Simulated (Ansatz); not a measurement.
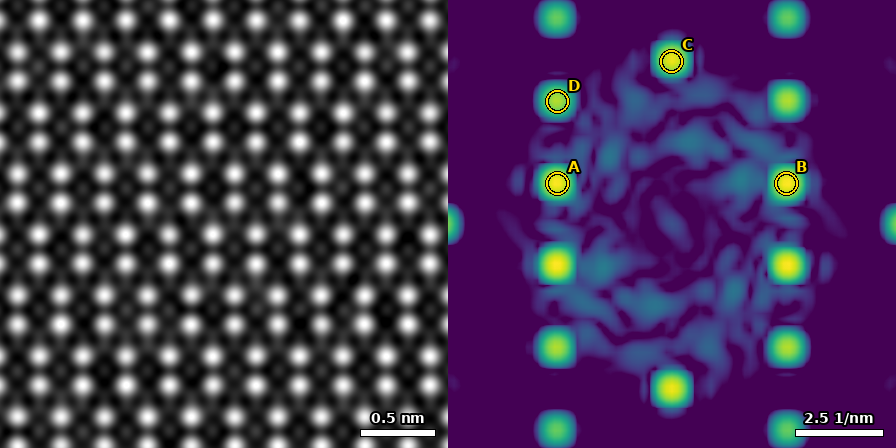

HRTEM-like image of a crystal. Simulated in the weak-phase-object approximation with neutral-atom potentials: 80 kV, Cs = −20 µm, defocus +110 Å (negative is underfocus), defocus spread 15 Å, aperture 0.78 1/Å. The speckle of an amorphous layer was added.

The right panel is the modulus of the image's Fourier transform on a logarithmic scale.

Which lattice spacings do the marked spots stand for, and what angle do A and B enclose?

Answer. A: 2.8 Å, B: 2.8 Å, C: 2.1 Å, D: 2.0 Å; A and B enclose about 141°.

The crystal is Sn (I4_1/amd, No. 141) along [111]; the spots are (-1 0 1), (0 1 -1), (-2 2 0) and (-2 1 1). Structure used: the input geometry of an electronic-structure calculation (not necessarily at equilibrium).
